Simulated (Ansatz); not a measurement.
Take the following structure.

```
K Cl
1.0
     3.78161    0.00000    0.00000
     0.00000    3.78161    0.00000
     0.00000    0.00000    3.78161
K Cl
1 1
Direct
  0.00000 0.00000 0.00000
  0.50000 0.50000 0.50000
```

> Interpret the file: composition, symmetry and coordination.

Formula: KCl. It is primitive cubic, space group Pm-3m (No. 221). The structure is of the kind named caesium chloride (CsCl, B2) type. With Z = 1, the cell contains 1 K, 1 Cl. K is linked to eight Cl in a cubic arrangement at 3.27 Å. Cl is linked to eight K in a cubic arrangement at 3.27 Å. The bonds build a three-dimensional framework.

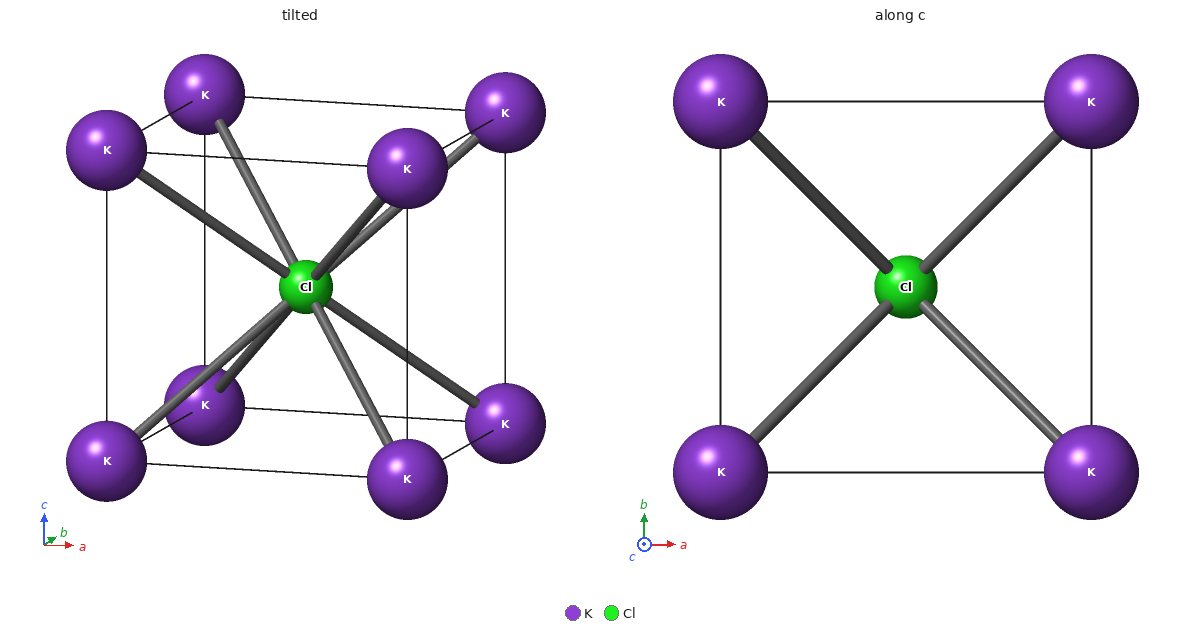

Drawn in the ball-and-stick manner and seen slightly off an axis and along the c axis. The parallelepiped is the conventional unit cell. Colours: potassium purple, chlorine green.

The cell started as a structure listed in the Materials Project. The cell was then strained or its atoms displaced on purpose. An electronic-structure calculation with Ansatz was run on it.
